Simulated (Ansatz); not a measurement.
## Geometry relaxation, with input and output: GaN (part 2 of 2)

Continued. System: GaN (Pm-3m, 2 atoms in the cell). Method: DFT, PBEsol, plane waves, PAW, no spin polarisation (Ansatz 0.2.0); cutoff 420 eV, 8×8×8 k-mesh, Fermi–Dirac smearing of 0.03 eV. The structure was built on a prototype by a generator.

**Log, continued**
```
relax step   6: F+E_penalty+E_count = -4119.64901277 eV  Δ(F+E_penalty+E_count) = -1.879e-4 eV  max|allowed force component| = 7.889e-31 eV/Å  Δτ_max = 0.0000 Å  P = -0.001 GPa  Ω = 19.724 Å³  energy of the carried Pulay correction = +1.352e-4 eV  (6 SCF iters, dr2 threshold 2.00e-7 eV, accepted)
iter 1 solved again at ethr=1.74e-9 eV; its pass at ethr=3.10e-3 eV (dr2=3.12e-7 eV) is discarded
SCF iter   1: F=—  HF=-4119.648794 eV  |F-HF|=—  |Δ(HF+E_count)|=         —  Δρ=1.91e-5  dr2=1.71e-8  ethr=1.74e-9  ⟨swp⟩=3.2  Hψ=3795  notcnv=0
preconditioner: auto → none  [insulator: Δε(μ)=0.104 eV  Ē_g=18.161 eV  σ=0.030 eV  W_gap=0.69  n_scr=6 (ndim 8)  ℏωp=35.5 eV  f_vac=0.000  D(μ)=0.72/eV (n_scr^D=6)  ε∞_Penn≈4.8]
SCF iter   2: F=—  HF=-4119.648807 eV  |F-HF|=—  |Δ(HF+E_count)|=   1.31e-5  Δρ=9.87e-6  dr2=4.02e-9  ethr=9.48e-11  ⟨swp⟩=2.0  Hψ=764  notcnv=0
SCF iter   3: F=—  HF=-4119.648807 eV  |F-HF|=—  |Δ(HF+E_count)|=   4.12e-9  Δρ=1.97e-6  dr2=3.34e-10  ethr=2.23e-11  ⟨swp⟩=2.0  Hψ=769  notcnv=0
iter 4 did not close the SCF: its close was put off for the readings that it lacked (scf_convergence_deferred on its scf_iter line)
SCF iter   4: F=-4119.648807 eV  HF=-4119.648807 eV  |F-HF|=4.55e-12  |Δ(HF+E_count)|=  1.26e-10  Δρ=4.81e-7  dr2=1.40e-11  ethr=1.86e-12  ⟨swp⟩=2.0  Hψ=767  notcnv=0
iter 5 did not close the SCF: its close was put off for the readings that it lacked (scf_convergence_deferred on its scf_iter line)
SCF iter   5: F=-4119.648807 eV  HF=-4119.648807 eV  |F-HF|=9.09e-13  |Δ(HF+E_count)|=  7.28e-12  Δρ=5.88e-8  dr2=2.50e-13  ethr=1.00e-12  ⟨swp⟩=1.0  Hψ=455  notcnv=0
iter 6 did not close the SCF: its close was put off for the readings that it lacked (scf_convergence_deferred on its scf_iter line)
SCF iter   6: F=-4119.648807 eV  HF=-4119.648807 eV  |F-HF|=9.09e-13  |Δ(HF+E_count)|=  9.09e-13  Δρ=7.05e-9  dr2=3.67e-15  ethr=1.00e-12  ⟨swp⟩=1.0  Hψ=455  notcnv=0
iter 7 did not close the SCF: its close was put off for the readings that it lacked (scf_convergence_deferred on its scf_iter line)
SCF iter   7: F=-4119.648807 eV  HF=-4119.648807 eV  |F-HF|=0.00e0  |Δ(HF+E_count)|=    0.00e0  Δρ=8.76e-10  dr2=7.60e-17  ethr=1.00e-12  ⟨swp⟩=1.0  Hψ=455  notcnv=0
SCF iter   8: F=-4119.648807 eV  HF=-4119.648807 eV  |F-HF|=1.82e-12  |Δ(HF+E_count)|=  9.09e-13  Δρ=8.44e-11  dr2=4.62e-19  ethr=1.00e-12  ⟨swp⟩=2.0  Hψ=1269  notcnv=0
SCF 7 converged in 8 iterations: F = -4119.648807 eV  dr2 = 4.62e-19
relax step   7: F+E_penalty+E_count = -4119.64880666 eV  Δ(F+E_penalty+E_count) = +2.061e-4 eV  max|allowed force component| = 7.889e-31 eV/Å  Δτ_max = 0.0000 Å  P = -0.005 GPa  Ω = 19.724 Å³  stress off target by 4.71e-3 GPa  SCF on the basis re-selected at this cell (its energy is not comparable with the rows above)  (8 SCF iters)
```

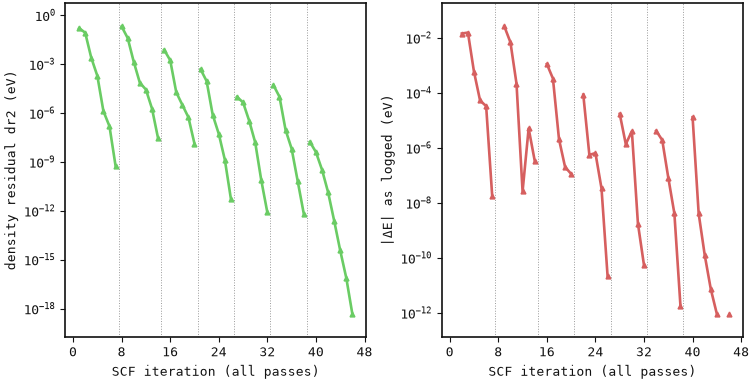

*Convergence of the self-consistent field: density residual dr2 and size of the energy change against the SCF iteration. The dotted lines part the SCF passes of the relaxation: geometry steps, rejected trials and re-solves on a re-selected basis.*

The 7 passes take 6 to 8 iterations each, 46 in all.

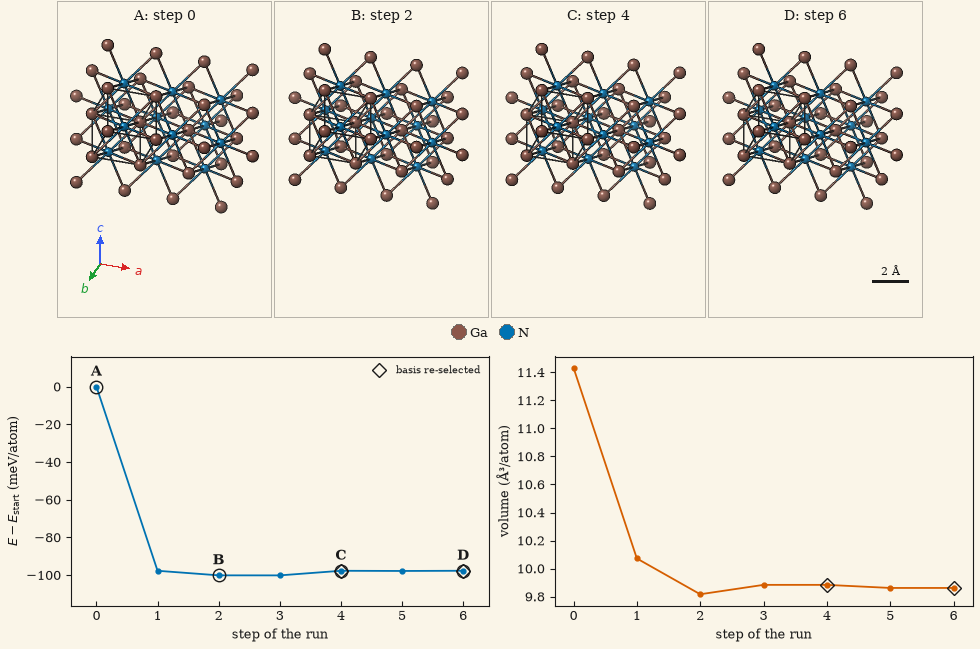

*Frames of the relaxation (ball-and-stick view of the cell of the calculation, repeated 3 × 2 × 2, seen at an oblique angle) above the curves, on which the letters mark them (the first geometry is step 0 here and step 1 in the log).*

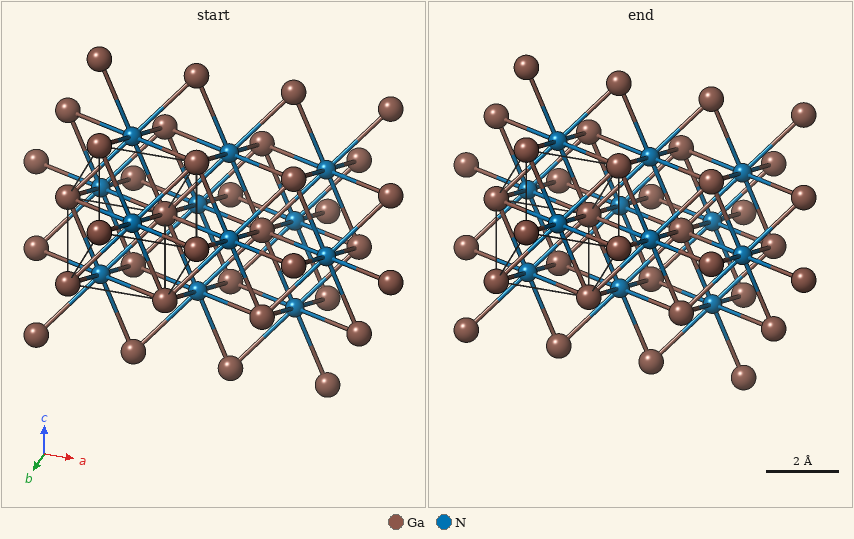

*Before (left) and after (right) the relaxation, at one scale (ball-and-stick view of the cell of the calculation, repeated 3 × 2 × 2, seen at an oblique angle).*

The atoms keep their places relative to the cell (all moves are under 0.005 Å). The drawn cell changes as follows: a = b = c 2.838 → 2.702 Å (−4.8 %); the volume changes by −13.7 %. Among the contacts that change: Ga1–N2 2.458 → 2.340 Å. The space group stays Pm-3m (No. 221). After 4 geometry steps the energy has fallen by 97.8 meV per atom. All forces vanish by symmetry, so only the cell relaxes. The pressure goes from −17.33 to 0.00 GPa. The basis was re-selected once at an unchanged geometry, which shifts the energy a little without any move. The energy change given includes the shifts at the re-selections in mid-walk, which come without any move. A last SCF at the same geometry on a re-selected plane-wave basis shifts the energy by +0.1 meV per atom. (Atoms are counted from 1 in the order of the input.)

```
basis re-selected at this cell: Δ(F+E_penalty+E_count) = +2.061e-4 eV, ΔP = -0.004 GPa vs the last step (what re-selecting the basis moved, of the pressure what is left beyond the Pulay correction that the steps carried, after the strain that the cell walked since its last selection, with what the two solves' SCF thresholds leave and, on support functions, any second-order correction that the steps lacked; it is no measure of the basis error at this ecutwfc). This SCF's stress stands 4.71e-3 GPa from its target on what of the cell is left free (relax.cell.stress_tol is 5.00e-2 GPa) and its largest allowed force component is 7.89e-31 eV/Å (relax.f_tol is 1.00e-2 eV/Å): within both
SCF converged after 8 iterations
Free energy (F): -4119.648807 eV
Harris-Foulkes:  -4119.648807 eV  (|F-HF|=1.82e-12)
Internal energy: -4119.646228 eV  (E = F + TS)
E sigma→0 (E₀):  -4119.647518 eV
Entropy (-TS):   -0.002578 eV (-1.289 meV/atom)
Fermi energy:    13.105351 eV
--- Per-component energies (eV) ---
  E_band       = 34.114429
  E_kinetic    = 243.231072
  E_local      = -1670.406249  (includes V_loc(G=0)·N_el)
  E_nonlocal   = 476.221689
  E_hartree    = 777.490826
  E_xc         = -127.099437
  E_vxc        = -133.049688  (∫ρ·V_xc dr)
  E_paw        = -2075.389736  (= ΣΔE_a)
  E_vpaw       = -436.863915  (= ΣTr[D̂ρ^β])
  E_aug_tail   = -0.000133  (compensation charges beyond the density's cutoff)
  E_ewald      = -1744.585339
  E_core_change = 0.891077  (= ΣΔE_core)
  E_smearing   = -0.002578  (= −TS)
  E_closure    = 0.000000  (closes the sum)
  Σ components = -4119.648807   (vs F -4119.648807, Δ=0.00e0)
--- Forces (eV/Å), atoms counted from 1 ---
  atom   1  Ga     0.00000000     0.00000000    -0.00000000
  atom   2  N      0.00000000     0.00000000     0.00000000
  max |Σ_I F_I| component: 1.58e-30 eV/Å
--- Stress (GPa, compression-positive) ---
       -0.004710      -0.000000       0.000000
       -0.000000      -0.004710      -0.000000
        0.000000      -0.000000      -0.004710
  P = ⅓ Tr σ = -0.0047 GPa (-0.047 kbar)
--- Relaxed structure (5 steps of the walk, 5 accepted, 2 SCFs on fresh bases) ---
  F+E_penalty+E_count = -4119.64880666 eV   max|allowed force component| = 7.889e-31 eV/Å   (the final SCF, on the basis selected at the relaxed cell)
  cell:  # Å, volume = 19.7238 Å³
    - [2.7018644675894534, 2.5679065925163146e-33, 1.412348625883973e-33]
    - [1.5407439555097887e-33, 2.7018644675894534, -1.2839532962581572e-34]
    - [1.412348625883973e-33, -1.4444474582904267e-34, 2.7018644675894534]
  atoms:
    - { symbol: Ga, position: [8.282873344690654e-47, -1.8094952854089366e-34, -1.809495285408936e-34] }
    - { symbol: N, position: [0.5, 0.5, 0.5] }
```

**Trajectory as extended XYZ (Å, eV, eV/Å), 7 frames, from step=1 to step=7**
```
2
Lattice="2.8383 0.0000 0.0000 0.0000 2.8383 0.0000 0.0000 0.0000 2.8383" Properties=species:S:1:pos:R:3:forces:R:3 step=1 energy=-4119.45343 pressure_GPa=-17.33
Ga    0.0000    0.0000    0.0000    0.0000   0.0000   0.0000
N     1.4191    1.4191    1.4191    0.0000   0.0000   0.0000
2
Lattice="2.7209 0.0000 0.0000 0.0000 2.7209 0.0000 0.0000 0.0000 2.7209" Properties=species:S:1:pos:R:3:forces:R:3 step=2 energy=-4119.64881 pressure_GPa=-3.11
Ga    0.0000    0.0000    0.0000    0.0000   0.0000   0.0000
N     1.3605    1.3605    1.3605    0.0000   0.0000   0.0000
2
Lattice="2.6977 0.0000 0.0000 0.0000 2.6977 0.0000 0.0000 0.0000 2.6977" Properties=species:S:1:pos:R:3:forces:R:3 step=3 energy=-4119.65366 pressure_GPa=1.14
Ga    0.0000    0.0000    0.0000    0.0000   0.0000   0.0000
N     1.3489    1.3489    1.3489    0.0000   0.0000   0.0000
2
Lattice="2.7039 0.0000 0.0000 0.0000 2.7039 0.0000 0.0000 0.0000 2.7039" Properties=species:S:1:pos:R:3:forces:R:3 step=4 energy=-4119.65371 pressure_GPa=-0.04
Ga    0.0000    0.0000    0.0000    0.0000   0.0000   0.0000
N     1.3519    1.3519    1.3519    0.0000   0.0000   0.0000
2
Lattice="2.7039 0.0000 0.0000 0.0000 2.7039 0.0000 0.0000 0.0000 2.7039" Properties=species:S:1:pos:R:3:forces:R:3 step=5 energy=-4119.64883 pressure_GPa=-0.38
Ga    0.0000    0.0000    0.0000    0.0000   0.0000   0.0000
N     1.3519    1.3519    1.3519    0.0000   0.0000   0.0000
2
Lattice="2.7019 0.0000 0.0000 0.0000 2.7019 0.0000 0.0000 0.0000 2.7019" Properties=species:S:1:pos:R:3:forces:R:3 step=6 energy=-4119.64901 pressure_GPa=-0.00
Ga    0.0000    0.0000    0.0000    0.0000   0.0000   0.0000
N     1.3509    1.3509    1.3509    0.0000   0.0000   0.0000
2
Lattice="2.7019 0.0000 0.0000 0.0000 2.7019 0.0000 0.0000 0.0000 2.7019" Properties=species:S:1:pos:R:3:forces:R:3 step=7 energy=-4119.64881 pressure_GPa=-0.00
Ga    0.0000    0.0000    0.0000    0.0000   0.0000   0.0000
N     1.3509    1.3509    1.3509    0.0000   0.0000   0.0000
```

The run was set up as follows.

**Input file**
```yaml
crystal:
  lattice:
    - [2.83825729, 0.0, 0.0]
    - [0.0, 2.83825729, 0.0]
    - [0.0, 0.0, 2.83825729]
  atoms:
    - { symbol: Ga, position: [0.0, 0.0, 0.0] }
    - { symbol: "N", position: [0.5, 0.5, 0.5] }
kpoints:
  mp_grid: { grid: [8, 8, 8] }
hamiltonian:
  xc: pbesol
scf:
  occupations: { method: fermi_dirac, width: 0.03 }
relax:
  f_tol: 0.01
  cell: {}
  max_steps: 120
```

Command:
```bash
ansatz run input.yaml --threads 2 --pin off --max-ram 2211MiB --backend cpu --events-out ev --progress --plain --runs-dir out
```

**Results in brief**

- outcome: converged
- space group (tolerance 0.01 Å): Pm-3m (221)
- electrons treated: 18
- free energy: −4119.6488 eV
- Fermi energy: 13.105 eV
- pressure: 0.00 GPa
- final volume: 19.72 Å³
- largest force (length of the vector) at the end: under 0.001 eV/Å
- final cell: a = 2.702 Å, b = 2.702 Å, c = 2.702 Å, α = 90.00°, β = 90.00°, γ = 90.00°
- hardware: 2 threads of Arm Neoverse V2, 24 GiB of memory available, shared host
- wall time: 2.6 s (CPU time 4.7 s)
- peak memory: 0.28 GiB
